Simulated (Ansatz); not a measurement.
# Run report: MnO2, single-point calculation (part 2 of 2)

The same run, continued: MnO2 (6 atoms in the cell); DFT, HSE06, PAW, plane waves, scalar-relativistic, spin-polarised (Ansatz 0.2.0); cutoff 420 eV, 3×3×4 k-mesh, Fermi–Dirac smearing of 0.03 eV, collinear spins. The structure derives from an entry of the Crystallography Open Database. It belongs to a series of runs on one base structure; here: parallel moments, plain SCF.

Geometry of the input (Å; fractional positions):
```
4.3983  0.0000  0.0000
0.0000  4.3983  0.0000
0.0000  0.0000  2.8730
Mn 0.0000  0.0000  0.0000
Mn 0.5000  0.5000  0.5000
O  0.3051  0.3051  0.0000
O  0.1948  0.8052  0.5000
O  0.6948  0.6948  0.0000
O  0.8052  0.1948  0.5000
```

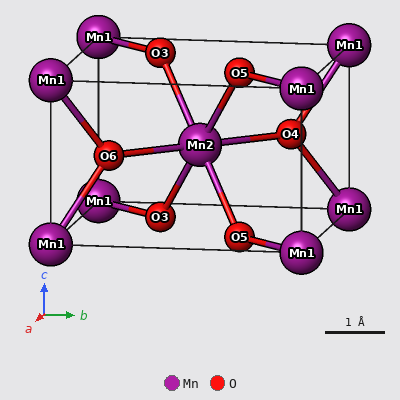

Fig. 1: The structure as given in the input (ball-and-stick view of the cell of the calculation, seen slightly off an axis; atoms are numbered from 1 in the order of the input).

### Log, continued
```
SCF iter   1: F=—  HF=-10064.482488 eV  |F-HF|=—  |Δ(HF+E_count)|=         —  Δρ=1.61e-4 (↑1.61e-4 ↓8.27e-5)  dr2=8.27e-6  dr2_m=5.23e-6  M=6.000 μB ∫|m|=6.480 μB  β_m=0.30  ethr=5.36e-6  ⟨swp⟩=3.3  Hψ=1515  notcnv=0
preconditioner: auto → none  [insulator: Δε(μ)=0.915 eV  Ē_g=15.500 eV  σ=0.030 eV  W_gap=1.00  n_scr=18 (ndim 8)  ℏωp=30.7 eV  f_vac=0.025  D(μ)=0.00/eV (n_scr^D=0)]
SCF iter   2: F=—  HF=-10064.482509 eV  |F-HF|=—  |Δ(HF+E_count)|=   2.08e-5  Δρ=7.92e-5 (↑7.92e-5 ↓6.75e-5)  dr2=1.52e-6  dr2_m=2.11e-6  M=6.000 μB ∫|m|=6.481 μB  β_m=0.41  ethr=1.40e-8  ⟨swp⟩=4.0  Hψ=2070  notcnv=0
SCF iter   3: F=—  HF=-10064.482511 eV  |F-HF|=—  |Δ(HF+E_count)|=   2.02e-6  Δρ=3.48e-5 (↑2.41e-5 ↓3.48e-5)  dr2=2.17e-7  dr2_m=3.48e-7  M=6.000 μB ∫|m|=6.481 μB  β_m=0.52  ethr=2.62e-9  ⟨swp⟩=3.6  Hψ=1609  notcnv=0
SCF iter   4: F=—  HF=-10064.482511 eV  |F-HF|=—  |Δ(HF+E_count)|=   5.50e-7  Δρ=2.18e-5 (↑2.18e-5 ↓1.84e-5)  dr2=6.67e-7  dr2_m=2.58e-8  M=6.000 μB ∫|m|=6.481 μB  β_m=0.55  ethr=3.94e-10  ⟨swp⟩=4.1  Hψ=1872  notcnv=0  defer=3
SCF iter   5: F=—  HF=-10064.482511 eV  |F-HF|=—  |Δ(HF+E_count)|=   1.04e-7  Δρ=7.95e-6 (↑7.52e-6 ↓7.95e-6)  dr2=9.45e-8  dr2_m=7.76e-9  M=6.000 μB ∫|m|=6.481 μB  β_m=0.48  ethr=3.94e-10  ⟨swp⟩=3.3  Hψ=1517  notcnv=0
SCF iter   6: F=—  HF=-10064.482511 eV  |F-HF|=—  |Δ(HF+E_count)|=   1.23e-8  Δρ=3.31e-6 (↑3.10e-6 ↓3.31e-6)  dr2=1.56e-8  dr2_m=8.85e-10  M=6.000 μB ∫|m|=6.481 μB  β_m=0.66  ethr=1.64e-10  ⟨swp⟩=2.3  Hψ=1204  notcnv=0  defer=7
SCF iter   7: F=-10064.482511 eV  HF=-10064.482511 eV  |F-HF|=2.42e-10  |Δ(HF+E_count)|=   2.52e-9  Δρ=5.85e-7 (↑5.03e-7 ↓5.85e-7)  dr2=3.25e-10  dr2_m=3.60e-11  M=6.000 μB ∫|m|=6.481 μB  ethr=2.81e-11  ⟨swp⟩=3.7  Hψ=1536  notcnv=0  defer=7
SCF 3 converged in 7 iterations: F = -10064.482511 eV  dr2 = 3.25e-10
  Residual-converged pass: ⟨swp⟩=3.8  Hψ=1651  notcnv=0  max |occ|·‖R‖ = 2.6e-7 eV (tolerance 2.7e-7 eV)  dr2=3.42e-10  dr2_m=4.07e-11  dr2_onsite=4.50e-11  max |Δocc| = 6.7e-16
hybrid outer 2: dexx = +1.012e-5 eV, tail = 6.56e-7 eV, Δε = 1.00e-2 eV (about 3.97e-4 eV left of the loop's levels), ΔF = 5.25e-3 eV/Å (tail 2.71e-3)
Exchange kernel: α = 0.2500, screened, ω = 0.2079 Å⁻¹, Wigner–Seitz truncation, v(0) = 991.2476 eV·Å³, q-mesh 3×3×4, nearest image of the exchange supercell L = 11.49 Å, pair-density grid 24×24×18, without the augmentation charges, whose exchange is taken in its separable form by FFT convolution over the k-point m [...]
Frozen-core exchange: fock
SCF iter   1: F=—  HF=-10064.482511 eV  |F-HF|=—  |Δ(HF+E_count)|=         —  Δρ=9.54e-6 (↑3.85e-6 ↓9.54e-6)  dr2=4.36e-8  dr2_m=1.82e-8  M=6.000 μB ∫|m|=6.481 μB  β_m=0.30  ethr=6.07e-9  ⟨swp⟩=4.0  Hψ=1420  notcnv=0
preconditioner: auto → none  [insulator: Δε(μ)=0.912 eV  Ē_g=15.500 eV  σ=0.030 eV  W_gap=1.00  n_scr=18 (ndim 8)  ℏωp=30.7 eV  f_vac=0.025  D(μ)=0.00/eV (n_scr^D=0)]
SCF iter   2: F=—  HF=-10064.482511 eV  |F-HF|=—  |Δ(HF+E_count)|=   2.81e-8  Δρ=7.67e-6 (↑7.67e-6 ↓6.84e-6)  dr2=6.12e-9  dr2_m=2.27e-8  M=6.000 μB ∫|m|=6.481 μB  β_m=0.42  ethr=7.06e-11  ⟨swp⟩=4.2  Hψ=1726  notcnv=0
SCF iter   3: F=—  HF=-10064.482511 eV  |F-HF|=—  |Δ(HF+E_count)|=   4.47e-9  Δρ=6.14e-6 (↑6.14e-6 ↓4.48e-6)  dr2=2.36e-9  dr2_m=1.29e-8  M=6.000 μB ∫|m|=6.481 μB  β_m=0.71  ethr=1.01e-11  ⟨swp⟩=3.0  Hψ=1386  notcnv=0  defer=5
SCF iter   4: F=—  HF=-10064.482511 eV  |F-HF|=—  |Δ(HF+E_count)|=   6.70e-9  Δρ=3.71e-6 (↑1.40e-6 ↓3.71e-6)  dr2=1.29e-8  dr2_m=7.31e-10  M=6.000 μB ∫|m|=6.481 μB  β_m=0.69  ethr=4.07e-12  ⟨swp⟩=4.0  Hψ=1786  notcnv=0
SCF iter   5: F=—  HF=-10064.482511 eV  |F-HF|=—  |Δ(HF+E_count)|=   2.51e-9  Δρ=1.04e-6 (↑9.00e-7 ↓1.04e-6)  dr2=1.68e-9  dr2_m=1.08e-10  M=6.000 μB ∫|m|=6.481 μB  β_m=0.66  ethr=4.07e-12  ⟨swp⟩=3.6  Hψ=1687  notcnv=0  defer=1
SCF iter   6: F=-10064.482511 eV  HF=-10064.482511 eV  |F-HF|=1.82e-11  |Δ(HF+E_count)|=  2.64e-10  Δρ=2.80e-7 (↑2.80e-7 ↓1.55e-7)  dr2=3.19e-11  dr2_m=1.77e-11  M=6.000 μB ∫|m|=6.481 μB  ethr=2.88e-12  ⟨swp⟩=2.9  Hψ=1278  notcnv=0  defer=4
SCF 4 converged in 6 iterations: F = -10064.482511 eV  dr2 = 3.19e-11
  Residual-converged pass: ⟨swp⟩=3.1  Hψ=1461  notcnv=0  max |occ|·‖R‖ = 2.7e-7 eV (tolerance 2.7e-7 eV)  dr2=3.15e-11  dr2_m=1.83e-11  dr2_onsite=1.18e-11  max |Δocc| = 1.2e-17
```

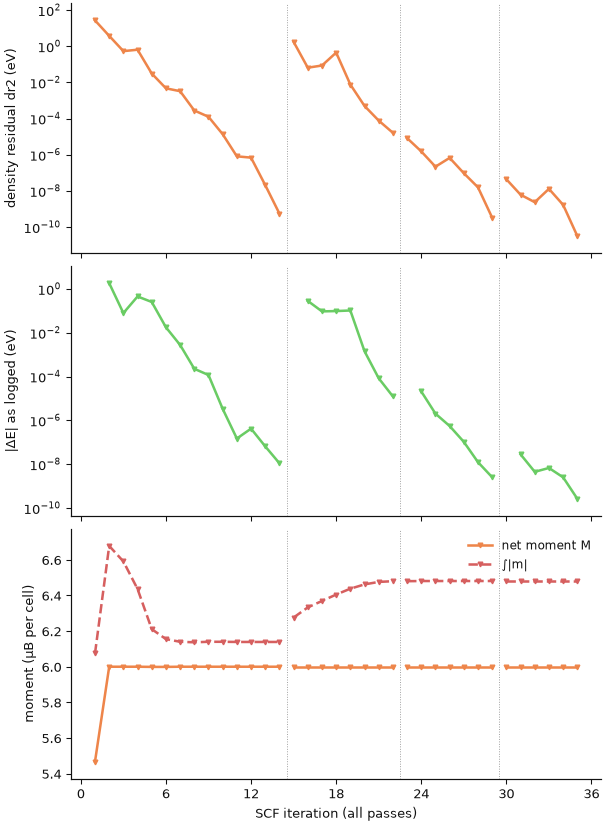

Fig. 2: Convergence of the self-consistent field: density residual dr2, size of the energy change and magnetic moment against the SCF iteration. The run starts with a semilocal functional; after that each stretch between dotted lines is one SCF of the hybrid functional between two exact rebuilds of the exchange operator by the outer loop. Early passes are stopped at a loose threshold. The passes take 14, 8, 7 and 6 iterations. The net moment goes from 5.5 to 6.0 μB per cell.

```
hybrid outer 3: dexx = +4.299e-8 eV, tail = 7.39e-10 eV, Δε = 4.51e-4 eV (about 1.87e-5 eV left of the loop's levels), ΔF = 7.00e-5 eV/Å (tail 5.96e-5)
this state was not tested for a lower state beside it, because the functional holds exact exchange (a hybrid, or Hartree-Fock), whose exchange loop this test does not read (fock_operator); [...]
hybrid SCF converged: 3 outer / 21 inner (+14 warm-up), last move |dexx| = 4.30e-8 eV, tail = 7.39e-10 eV
Magnetization: 6.0000 μB (30.0000 up, 24.0000 down)
Absolute magnetization: 6.5132 μB (∫|ρ↑−ρ↓|, with the PAW one-centre terms)
Spin contamination: 0.1087 ħ² per cell (⟨S²⟩ above its minimum at these occupations)
Per-site moments (μB) at R_I (Å): [(2.605702656950173, 0.7752871671231534), (2.6057026569501756, 0.7752871671231533), (0.007449139821341013, 0.7752871671231534), (0.007449139821340773, 0.7752871671231534), (0.007449139821340898, 0.7752871671231533), (0.007449139821340929, 0.7752871671231534)]
Free energy (F): -10064.482511 eV
Frozen-core exchange: fock
Harris-Foulkes:  -10064.482511 eV  (|F-HF|=1.82e-11)
Internal energy: -10064.482511 eV  (E = F + TS)
E sigma→0 (E₀):  -10064.482511 eV
Fermi energy:    10.054697 eV
--- Per-component energies (eV) ---
  E_band       = -736.492689
  E_kinetic    = 1301.152524
  E_local      = -5431.741424  (includes V_loc(G=0)·N_el)
  E_nonlocal   = 655.946263
  E_hartree    = 2127.182671
  E_xc         = -418.221464
  E_vxc        = -529.908780  (∫ρ·V_xc dr)
  E_exx        = -206.472968  (= α·E_x^exact, valence–valence)
  E_paw        = -3113.881919  (= ΣΔE_a)
  E_vpaw       = -573.370248  (= ΣTr[D̂ρ^β])
  E_aug_tail   = 0.009773  (compensation charges beyond the density's cutoff)
  E_ewald      = -4977.956202
  E_core_change = -0.499766  (= ΣΔE_core)
  E_smearing   = -0.000000  (= −TS)
  E_closure    = 0.000000  (closes the sum)
  Σ components = -10064.482511   (vs F -10064.482511, Δ=-3.64e-12)
--- Forces (eV/Å), atoms counted from 1 ---
  atom   1  Mn     0.00000000    -0.00000000     0.00000000
  atom   2  Mn    -0.00000000     0.00000000     0.00000000
  atom   3  O      0.10464046     0.10464046     0.00000000
  atom   4  O     -0.10464046     0.10464046     0.00000000
  atom   5  O     -0.10464046    -0.10464046     0.00000000
  atom   6  O      0.10464046    -0.10464046     0.00000000
  max |Σ_I F_I| component: 1.39e-17 eV/Å
--- Stress (GPa, compression-positive) ---
       -3.672450       0.000000       0.000000
        0.000000      -3.672450       0.000000
        0.000000       0.000000      -4.488915
  P = ⅓ Tr σ = -3.9446 GPa (-39.446 kbar)
--- Band table (eV; the first three rows and the last of 18) ---
  k-point 0 ↑: bands = ["-78.0660", "-78.0640", "-45.2468", "-45.2401", "-45.2285", "-45.2285", "-45.1933", "-45.1933", "-11.8330", "-9.8779", "-9.3853", "-9.3853", "0.9209", "1.5707", "1.8388", "3.3447", "3.3447", "4.8495", "5.2251", "5.2251", "5.3511", "5.5659", "5.5659", "5.9088", "6.3587", "8.1410", "8.4842", "8.8091", "8.8091", "8.9972", "10.5109", "14.0581", "14.0581", "14.7487"]
  k-point 1 ↑: bands = ["-78.0614", "-78.0600", "-45.2986", "-45.2941", "-45.2191", "-45.2191", "-45.1904", "-45.1904", "-11.2178", "-9.7304", "-9.5066", "-9.5066", "1.8351", "2.2809", "2.4933", "2.9295", "2.9295", "4.2329", "4.4956", "4.8293", "4.9467", "4.9467", "6.0932", "6.5834", "6.5834", "7.3751", "7.9566", "8.3340", "8.7222", "8.7222", "11.4232", "13.1330", "13.1330", "13.8513"]
  k-point 2 ↑: bands = ["-78.0564", "-78.0564", "-45.3492", "-45.3492", "-45.2091", "-45.2091", "-45.1880", "-45.1880", "-10.0717", "-10.0717", "-9.6296", "-9.6296", "2.7824", "2.7824", "2.7859", "2.7859", "3.8155", "3.8155", "3.9956", "3.9956", "5.0768", "5.0768", "5.7456", "5.7456", "6.5143", "6.5143", "7.7029", "7.7029", "8.7251", "8.7251", "12.3858", "12.3858", "12.9546", "12.9546"]
  k-point 8 ↓: bands = ["-73.8447", "-73.8447", "-40.9049", "-40.9046", "-40.6676", "-40.6674", "-40.6545", "-40.6541", "-9.8550", "-9.8293", "-9.6862", "-9.6537", "2.8061", "3.2057", "3.5425", "3.6183", "4.5969", "5.2129", "5.3962", "5.6165", "7.7073", "7.7266", "7.9249", "8.4411", "12.4576", "13.1480", "13.3883", "13.4483", "13.6368", "14.0325", "14.3392", "14.9334", "15.2731", "16.2524"]
  guard bands above this table: 4 of the run's 38 bands. The solve was not asked for them (output.publish_guard_bands: true or output.eigenvalues: true publishes all)
```

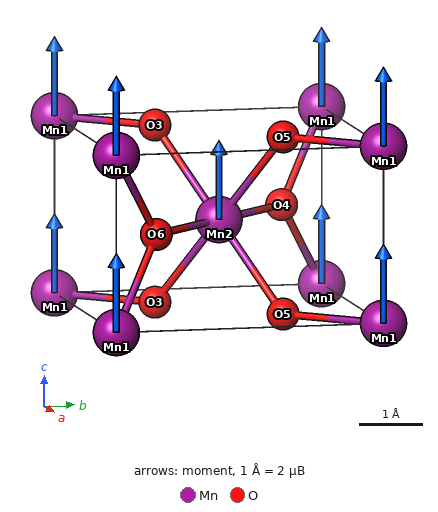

Fig. 3: Magnetic moments of the sites as blue arrows (ball-and-stick view of the cell of the calculation, seen slightly off an axis; atoms are numbered from 1 in the order of the input); small moments hardly show. The run is collinear, so the axis drawn is arbitrary. Site moments: Mn1, Mn2 (2.61 μB). They are counted near the atoms and needn't add up to the moment of the cell.

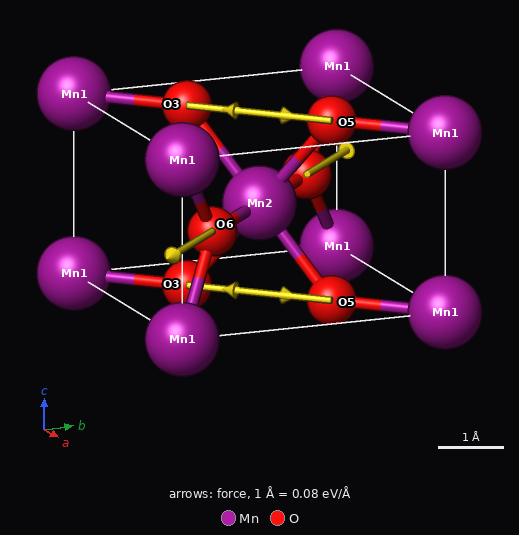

Fig. 4: Forces on the atoms as yellow arrows (ball-and-stick view of the cell of the calculation, seen slightly off an axis; atoms are numbered from 1 in the order of the input). The largest act on all 4 O atoms (0.15 eV/Å). 

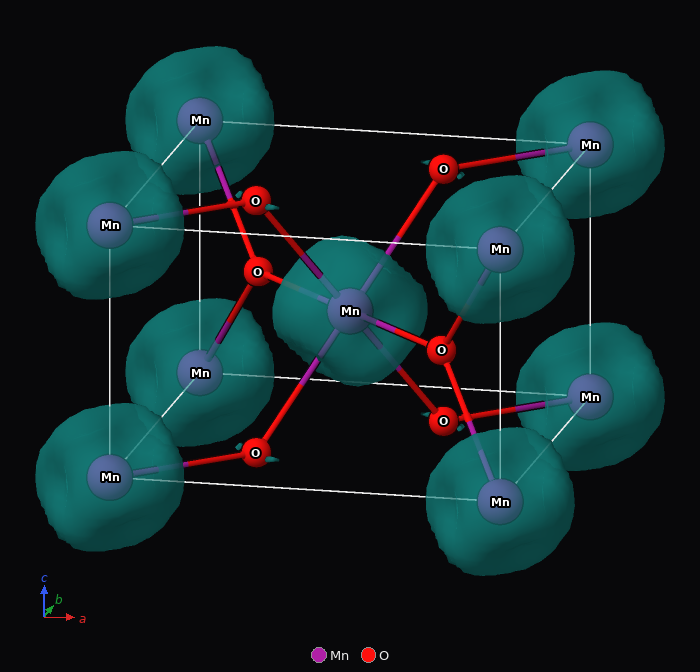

Fig. 5: Isosurface of the magnetisation density (up minus down) at +0.3 e/Å³ (teal), seen slightly off an axis. Sticks mark near contacts. The outline is the cell set on symmetry axes. The cell of the calculation (6 atoms) carries 6.0 μB net. In a PAW calculation such maps are meaningful between the atoms, not at the nuclei.

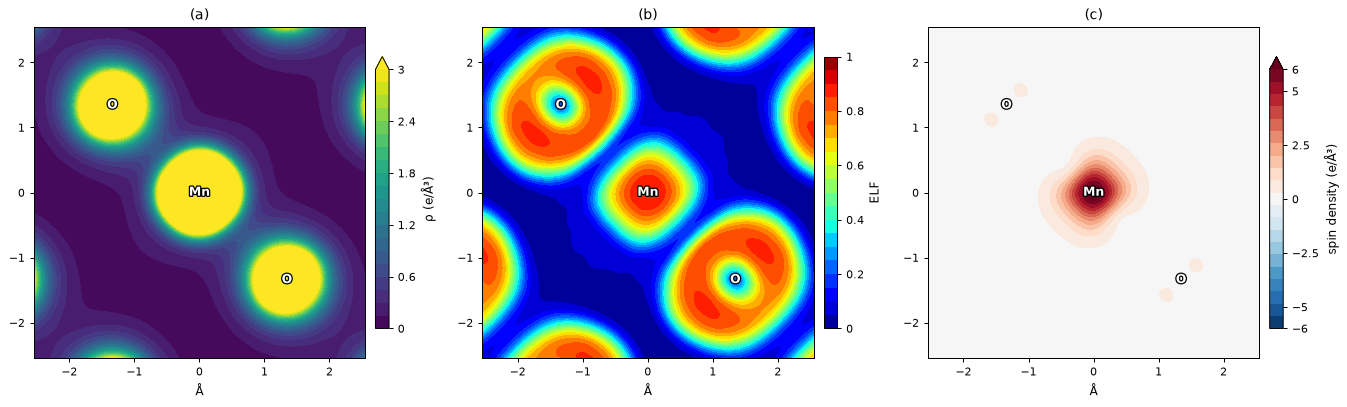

Fig. 6: (a) valence pseudo-density; (b) electron localisation function; (c) magnetisation density (up minus down) on the (001) plane of the conventional cell. The plane passes through Mn and O nuclei. Mn–O (1.90 Å): ρ is about 0.78 e/Å³ halfway; the ELF is about 0.25 at the midpoint. Away from the nuclei the density in this plane falls to 0.04 e/Å³ at its lowest. The strong features right at Mn lie inside the PAW spheres (semicore, d or f shells) and say nothing about bonding. The cell of the calculation (6 atoms) carries 6.0 μB net.

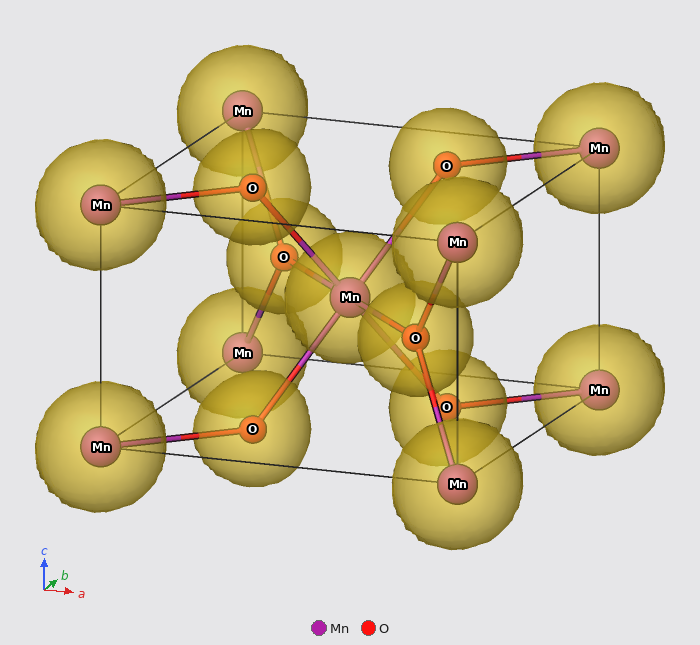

Fig. 7: Isosurface of the valence pseudo-density at 1.5 e/Å³ (yellow), seen slightly off an axis. Sticks mark near contacts. The outline is the cell set on symmetry axes. At this value the density breaks into separate islands; it holds about 70 % of the electrons treated as valence (semicore included). It is pinched off along the Mn–O (1.88 Å) contacts. On the grid the lowest density along these lines, outside the cores, is 0.84 e/Å³ (Mn–O, 1.88 Å).

### Results in brief

```json
{"quantity": "outcome", "value": "converged"}
{"quantity": "space group (tolerance 0.01 Å)", "value": "P4₂/mnm (136)"}
{"quantity": "electrons treated", "value": "54"}
{"quantity": "free energy", "value": "−10064.4825 eV"}
{"quantity": "Fermi energy", "value": "10.055 eV"}
{"quantity": "net moment of the cell", "value": "6.00 μB"}
{"quantity": "integrated absolute moment", "value": "6.51 μB"}
{"quantity": "pressure", "value": "−3.94 GPa"}
{"quantity": "largest force (length of the vector)", "value": "0.148 eV/Å"}
{"quantity": "wall time", "value": "18 s (CPU time 57 s)"}
{"quantity": "peak memory", "value": "0.74 GiB"}
```

### Remarks

Warnings of the run: the state was not tested for a lower one; the exchange loop's threshold is looser than advised for the stress; the SCF threshold is looser than advised for the printed stress. The k-point mesh is coarse for a cell of this size, so the results may not be converged.
